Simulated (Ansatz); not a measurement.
# HfN: what the fields show

```xyz
2
Lattice="3.1430 0.0000 0.0000 -1.5715 2.7219 0.0000 0.0000 0.0000 2.9453" Properties=species:S:1:pos:R:3 pbc="T T T"
Hf    0.0000    0.0000    0.0000
N     1.5715    0.9073    1.4726
```

Space group P-6m2; started from the WC prototype, which need not be the ambient phase; changed on purpose from its base cell (volume × 1.040); computed pressure about −8 GPa in this cell; computed without spin polarisation.

The calculation used DFT PBE, scalar-relativistic, plane waves, PAW (Ansatz).

Core electrons are frozen (PAW), and the valence fields are smoothed inside the atomic spheres.

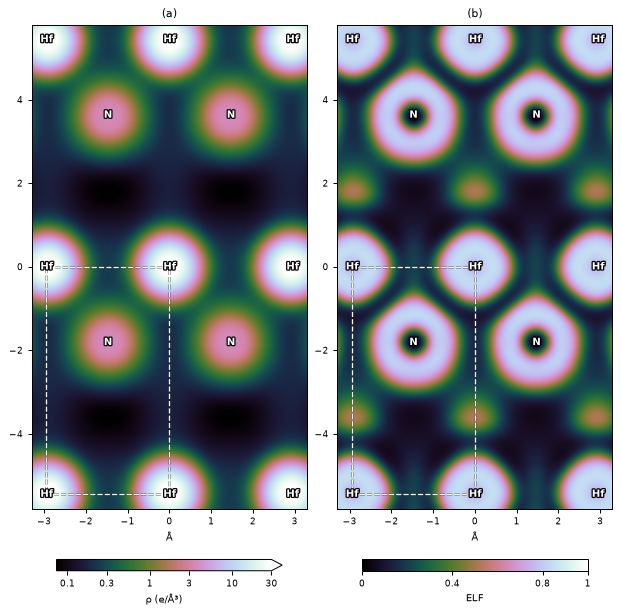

Figure 1. (a) valence charge density (pseudo); (b) electron localisation function on the (110) plane of the conventional cell.

Q: Describe what can be read from this map.

A: The plane passes through Hf and N nuclei.
Hf–N (2.34 Å): ρ at the midpoint is about 0.45 e/Å³; the ELF peaks at about 0.80 in the valence shell of N, 0.7 Å from its nucleus, and is about 0.15 at the midpoint (no localised pair shows between them).
Hf–Hf (2.95 Å): ρ at the midpoint is about 0.24 e/Å³; the ELF is about 0.20 at the midpoint: no shared electron pair shows on this line.
Between the atoms the lowest density in this plane is 0.07 e/Å³.
The features right at Hf lie inside the PAW spheres, where the map follows smoothed inner orbitals and isn't to be read closely.

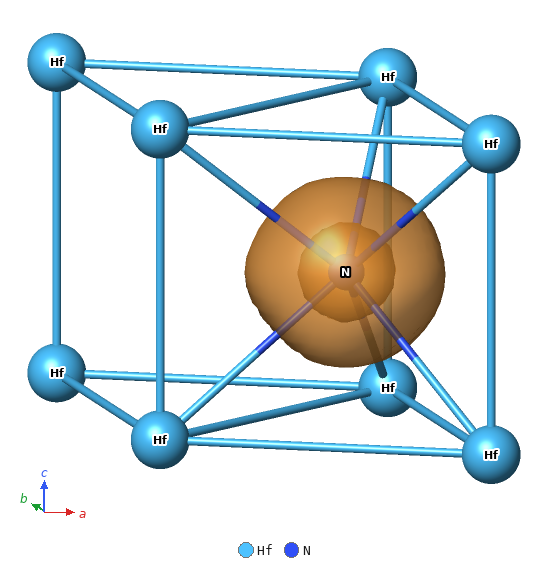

Figure 2. Isosurface of the electron localisation function at 0.7 (orange), seen slightly off an axis. Core shells and regions of very low density are left out. Sticks mark near contacts.

Q: What do the ELF domains correspond to?

A: The ELF exceeds this value in one region wrapped around N (its valence shell), counted in one cell of 2 atoms. Regions shared between cells count once.

Q: Does the calculation give a band gap?

A: It is gapless in this calculation (a metal or semimetal).
